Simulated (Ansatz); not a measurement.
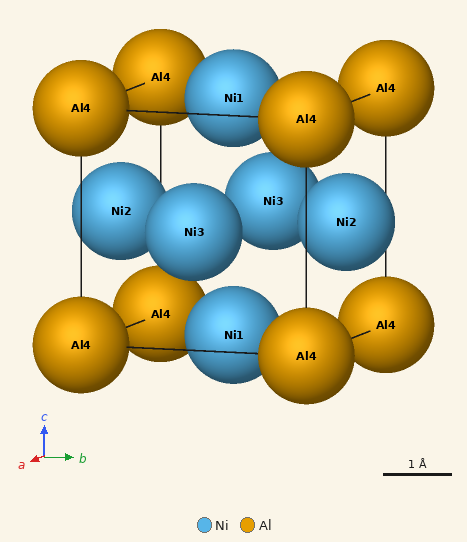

Figure 1. The structure as given in the input (spheres-only view of the cell of the calculation, seen slightly off an axis; atoms are numbered from 1 in the order of the input). An atom can appear more than once, as a periodic image.

# Two runs on AlNi3

System: AlNi3 (Pm-3m, 4 atoms in the cell).
Method of run 1: Kohn-Sham DFT of a periodic cell, RPBE with D3(BJ), all-electron LAPW, scalar-relativistic, spin-polarised (Ansatz 0.2.0).

The structure derives from a Materials Project entry. Text and figures count atoms from 1; the logs count them from 0 in places.

### Input, run 1
```yaml
crystal:
  lattice:
    - [3.5230547267, 0.0, 0.0]
    - [0.0, 3.5230547267, 0.0]
    - [0.0, 0.0, 3.5230547267]
  atoms:
    - { symbol: Ni, position: [0.5, 0.5, 0.0], spin: 1.0 }
    - { symbol: Ni, position: [0.5, 0.0, 0.5], spin: 1.0 }
    - { symbol: Ni, position: [0.0, 0.5, 0.5], spin: 1.0 }
    - { symbol: Al, position: [0.0, 0.0, 0.0] }
kpoints:
  mp_grid: { grid: [6, 6, 6] }
scf:
  occupations: { method: fermi_dirac, width: 0.05 }
hamiltonian:
  xc: rpbe
  dispersion: d3bj
  pseudopotentials: { kind: all_electron, lapw: { basis_error: 0.002 } }
magnetization:
  spin_polarized: true
output:
  forces: true
  stress: true
relax:
  f_tol: 0.02
  max_steps: 60
  cell: {}
```

Command:
```bash
ansatz run input.yaml --threads 4 --pin off --max-ram 12288MiB --backend cpu --events-out ev --progress --plain --runs-dir out
```

Hardware: 4 threads of Intel Xeon @ 2.50GHz (Skylake/Cascade Lake), 189 GiB of memory available, shared host.

### Output, shortened to warnings, some set-up lines, iterations and results (run 1)
```
Basis set: ecut = 307.7084626652783 eV, 515 PW (Γ), exchange–correlation at level 2
Symmetry: 48 space group operations
k-points: 20 of 216
Initial density: superposition of atomic densities (chi_scale 0.1, normalization cell)
[...]
SCF iter   1: F=—  HF=-130784.859943 eV  |F-HF|=—  |Δ(HF+E_count)|=         —  Δρ=3.06e-2 (↑2.18e-2 ↓3.06e-2)  dr2=4.89e-1  dr2_m=2.25e-1  M=1.250 μB ∫|m|=1.740 μB  β_m=0.30  …
SCF iter   2: F=—  HF=-130784.995980 eV  |F-HF|=—  |Δ(HF+E_count)|=   1.36e-1  Δρ=2.35e-2 (↑1.79e-2 ↓2.35e-2)  dr2=2.62e-1  dr2_m=1.45e-1  M=1.088 μB ∫|m|=1.606 μB  β_m=0.65  …
SCF iter   3: F=—  HF=-130785.783733 eV  |F-HF|=—  |Δ(HF+E_count)|=         —  Δρ=1.60e-2 (↑7.10e-3 ↓1.60e-2)  dr2=3.25e-1  dr2_m=1.15e-2  M=0.636 μB ∫|m|=0.950 μB  β_m=0.65  …
SCF iter   4: F=—  HF=-130786.515835 eV  |F-HF|=—  |Δ(HF+E_count)|=   7.32e-1  Δρ=1.49e-2 (↑1.49e-2 ↓1.44e-2)  dr2=3.22e-1  dr2_m=1.36e-4  M=0.760 μB ∫|m|=1.054 μB  β_m=0.43  …
SCF iter   5: F=—  HF=-130785.242432 eV  |F-HF|=—  |Δ(HF+E_count)|=    1.27e0  Δρ=3.81e-3 (↑1.71e-3 ↓3.81e-3)  dr2=2.54e-2  dr2_m=8.78e-4  M=0.730 μB ∫|m|=1.011 μB  β_m=0.58  …
[... 45 lines ...]
SCF iter   1: F=—  HF=-130785.550979 eV  |F-HF|=—  |Δ(HF+E_count)|=         —  Δρ=7.57e-7 (↑7.57e-7 ↓3.30e-7)  dr2=1.00e-10  dr2_m=8.93e-11  M=0.652 μB ∫|m|=0.821 μB  …
SCF iter   2: F=—  HF=-130785.550979 eV  |F-HF|=—  |Δ(HF+E_count)|=   2.98e-8  Δρ=2.73e-7 (↑2.73e-7 ↓2.72e-7)  dr2=1.31e-12  dr2_m=2.66e-11  M=0.652 μB ∫|m|=0.821 μB  …
SCF iter   3: F=-130785.550979 eV  HF=-130785.550979 eV  |F-HF|=6.91e-9  |Δ(HF+E_count)|=   8.06e-9  Δρ=8.54e-7 (↑8.54e-7 ↓7.09e-7)  dr2=1.14e-9  dr2_m=5.05e-12  M=0.652 μB …
SCF 6 converged in 3 iterations: F = -130785.550979 eV  dr2 = 1.14e-9
relax step   6: F+E_penalty+E_count = -130785.55097918 eV  Δ(F+E_penalty+E_count) = +6.040e-6 eV  max|allowed force component| = 5.095e-30 eV/Å  Δτ_max = 0.0000 Å  P = -0.004 …
basis re-selected at this cell: Δ(F+E_penalty+E_count) = +6.040e-6 eV, ΔP = +0.000 GPa vs the last step (what re-selecting the basis moved, after the strain that the cell walked since its last selection, with what the two solves' SCF thresholds leave and, on support functions, any second-order …
SCF converged after 3 iterations
Magnetization: 0.6520 μB (32.8260 up, 32.1740 down)
Absolute magnetization: 0.8215 μB (∫|ρ↑−ρ↓|)
Spin contamination: 0.0104 ħ² per cell (⟨S²⟩ above its minimum at these occupations)
Per-site moments (μB) at R_I (Å): [(0.23932414501261512, 1.1673883564668441), (0.23932414501261512, 1.1673883564668441), (0.23932414501261512, 1.1673883564668441), (-0.019613959382151158, 1.1673883564668441)]
Free energy (F): -130785.550979 eV
Harris-Foulkes:  -130785.550979 eV  (|F-HF|=6.91e-9)
Internal energy: -130785.525763 eV  (E = F + TS)
E sigma→0 (E₀):  -130785.538371 eV
Entropy (-TS):   -0.025216 eV (-6.304 meV/atom)
Fermi energy:    19.682629 eV
--- Per-component energies (eV) ---
  E_band       = -1164.158166
  E_kinetic    = 132807.010271
  E_xc         = -5726.077742
  E_electrostatic = -257855.917055  (all electrons and nuclei)
  E_disp       = -10.541237  (pairwise vdW)
  E_smearing   = -0.025216  (= −TS)
  E_closure    = 0.000000  (closes the sum)
  E_atoms      = -130750.794413  (free atoms, spherical and without spin; not in F)
  Σ components = -130785.550979   (vs F -130785.550979, Δ=0.00e0)
  Basis errors (estimates in eV, not in F): energy 4.2e-4 per atom: plane waves 3.6e-4 (1.9e-4 summed), levels above the bands 2.0e-97, relativity 2.1e-8, radial functions 5.9e-5, core shells 2.1e-9; eigenvalues (radial functions only) 1.6e-6; not estimated: angular momenta, meshes, grids; target …
--- Forces (eV/Å), atoms counted from 1 ---
  atom   1  Ni    -0.00000000     0.00000000     0.00000000
  atom   2  Ni     0.00000000    -0.00000000    -0.00000000
  atom   3  Ni     0.00000000    -0.00000000    -0.00000000
  atom   4  Al     0.00000000    -0.00000000    -0.00000000
  max |Σ_I F_I| component: 9.07e-30 eV/Å
--- Stress (GPa, compression-positive) ---
       -0.003837       0.000000       0.000000
        0.000000      -0.003837      -0.000000
        0.000000      -0.000000      -0.003837
  P = ⅓ Tr σ = -0.0038 GPa (-0.038 kbar)
[...]
```

The input of run 2 differs as follows (lines with − go, lines with + come):
```diff
-  dispersion: d3bj
```

Predict how the results change.

The total energies belong to different models, so their difference says nothing on which is more stable or more accurate. The net moment of the cell goes from 0.65 to 0.74 μB. The volume per atom goes from 9.86 to 11.65 Å³. The SCF takes 37 iterations over all geometry steps against 43.

### Output, shortened to warnings, some set-up lines, iterations and results (run 2)
```
Basis set: ecut = 307.7084626652783 eV, 515 PW (Γ), exchange–correlation at level 2
Symmetry: 48 space group operations
k-points: 20 of 216
Initial density: superposition of atomic densities (chi_scale 0.1, normalization cell)
[...]
SCF iter   1: F=—  HF=-130775.313098 eV  |F-HF|=—  |Δ(HF+E_count)|=         —  Δρ=3.06e-2 (↑2.18e-2 ↓3.06e-2)  dr2=4.89e-1  dr2_m=2.25e-1  M=1.250 μB ∫|m|=1.740 μB  β_m=0.30  …
SCF iter   2: F=—  HF=-130775.449135 eV  |F-HF|=—  |Δ(HF+E_count)|=   1.36e-1  Δρ=2.35e-2 (↑1.79e-2 ↓2.35e-2)  dr2=2.62e-1  dr2_m=1.45e-1  M=1.088 μB ∫|m|=1.606 μB  β_m=0.65  …
SCF iter   3: F=—  HF=-130776.236888 eV  |F-HF|=—  |Δ(HF+E_count)|=         —  Δρ=1.60e-2 (↑7.10e-3 ↓1.60e-2)  dr2=3.25e-1  dr2_m=1.15e-2  M=0.636 μB ∫|m|=0.950 μB  β_m=0.65  …
SCF iter   4: F=—  HF=-130776.968991 eV  |F-HF|=—  |Δ(HF+E_count)|=   7.32e-1  Δρ=1.49e-2 (↑1.49e-2 ↓1.44e-2)  dr2=3.22e-1  dr2_m=1.36e-4  M=0.760 μB ∫|m|=1.054 μB  β_m=0.43  …
SCF iter   5: F=—  HF=-130775.695588 eV  |F-HF|=—  |Δ(HF+E_count)|=    1.27e0  Δρ=3.81e-3 (↑1.71e-3 ↓3.81e-3)  dr2=2.54e-2  dr2_m=8.78e-4  M=0.730 μB ∫|m|=1.011 μB  β_m=0.58  …
[... 37 lines ...]
SCF iter   1: F=—  HF=-130775.791988 eV  |F-HF|=—  |Δ(HF+E_count)|=         —  Δρ=7.16e-7 (↑7.16e-7 ↓3.97e-7)  dr2=1.22e-9  dr2_m=4.03e-11  M=0.744 μB ∫|m|=0.986 μB  β_m=0.65 …
SCF iter   2: F=—  HF=-130775.791988 eV  |F-HF|=—  |Δ(HF+E_count)|=   3.14e-8  Δρ=2.34e-7 (↑2.21e-7 ↓2.34e-7)  dr2=4.60e-11  dr2_m=1.79e-11  M=0.744 μB ∫|m|=0.986 μB  …
SCF iter   3: F=-130775.791988 eV  HF=-130775.791988 eV  |F-HF|=1.16e-9  |Δ(HF+E_count)|=   5.57e-9  Δρ=3.34e-7 (↑3.34e-7 ↓2.30e-7)  dr2=2.32e-10  dr2_m=1.49e-12  M=0.744 μB …
SCF 5 converged in 3 iterations: F = -130775.791988 eV  dr2 = 2.32e-10
relax step   5: F+E_penalty+E_count = -130775.79198811 eV  Δ(F+E_penalty+E_count) = +3.535e-6 eV  max|allowed force component| = 1.233e-31 eV/Å  Δτ_max = 0.0000 Å  P = +0.031 …
basis re-selected at this cell: Δ(F+E_penalty+E_count) = +3.535e-6 eV, ΔP = +0.000 GPa vs the last step (what re-selecting the basis moved, after the strain that the cell walked since its last selection, with what the two solves' SCF thresholds leave and, on support functions, any second-order …
SCF converged after 3 iterations
Magnetization: 0.7440 μB (32.8720 up, 32.1280 down)
Absolute magnetization: 0.9860 μB (∫|ρ↑−ρ↓|)
Spin contamination: 0.0147 ħ² per cell (⟨S²⟩ above its minimum at these occupations)
Per-site moments (μB) at R_I (Å): [(0.2779278961575198, 1.2339928683697037), (0.2779278961575198, 1.2339928683697037), (0.2779278961575198, 1.2339928683697037), (-0.027235726005717886, 1.2339928683697037)]
Free energy (F): -130775.791988 eV
Harris-Foulkes:  -130775.791988 eV  (|F-HF|=1.16e-9)
Internal energy: -130775.766323 eV  (E = F + TS)
E sigma→0 (E₀):  -130775.779156 eV
Entropy (-TS):   -0.025665 eV (-6.416 meV/atom)
Fermi energy:    16.112777 eV
--- Per-component energies (eV) ---
  E_band       = -1376.990007
  E_kinetic    = 132777.967778
  E_xc         = -5719.783261
  E_electrostatic = -257833.950841  (all electrons and nuclei)
  E_smearing   = -0.025665  (= −TS)
  E_closure    = 0.000000  (closes the sum)
  E_atoms      = -130750.794413  (free atoms, spherical and without spin; not in F)
  Σ components = -130775.791988   (vs F -130775.791988, Δ=0.00e0)
  Basis errors (estimates in eV, not in F): energy 3.5e-4 per atom: plane waves 3.0e-4 (1.6e-4 summed), levels above the bands 1.1e-82, relativity 8.8e-9, radial functions 5.0e-5, core shells 1.4e-9; eigenvalues (radial functions only) 1.5e-6; not estimated: angular momenta, meshes, grids; target …
--- Forces (eV/Å), atoms counted from 1 ---
  atom   1  Ni    -0.00000000     0.00000000     0.00000000
  atom   2  Ni     0.00000000     0.00000000     0.00000000
  atom   3  Ni     0.00000000     0.00000000    -0.00000000
  atom   4  Al    -0.00000000     0.00000000    -0.00000000
  max |Σ_I F_I| component: 4.64e-31 eV/Å
--- Stress (GPa, compression-positive) ---
        0.031315      -0.000000      -0.000000
       -0.000000       0.031315       0.000000
       -0.000000       0.000000       0.031315
  P = ⅓ Tr σ = 0.0313 GPa (0.313 kbar)
--- Relaxed structure (4 steps of the walk, 4 accepted, 1 SCFs on fresh bases) ---
[...]
```

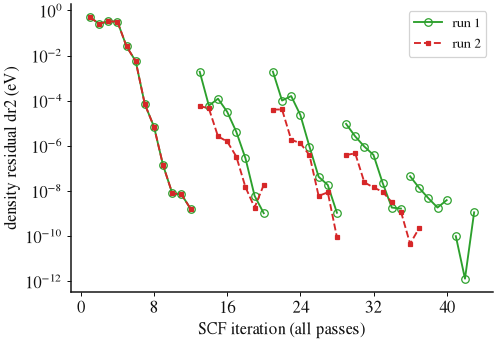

Figure 2. Convergence of the two runs: density residual dr2 against the SCF iteration. A break in a curve parts two SCF passes. Run 1 takes 43 iterations in all, and run 2 takes 37.

### The two runs side by side

| quantity | run 1 | run 2 |
| --- | --- | --- |
| outcome | converged | converged |
| free energy per atom (eV) | −32696.3877 | −32693.9480 |
| energy per atom, smearing taken to zero (eV) | −32696.3846 | −32693.9448 |
| net moment of the cell (μB) | 0.65 | 0.74 |
| absolute moment of the cell (μB) | 0.82 | 0.99 |
| pressure (GPa) | 0.00 | 0.03 |
| volume per atom (Å³) | 9.86 | 11.65 |
| largest force (eV/Å) | 0.000 | 0.000 |
| SCF iterations | 43 | 37 |
| irreducible k-points | 20 | 20 |
| wall time (shared host) | 90 s | 78 s |

For both runs: Points of doubt noted for this run: coarse mesh for a metal.
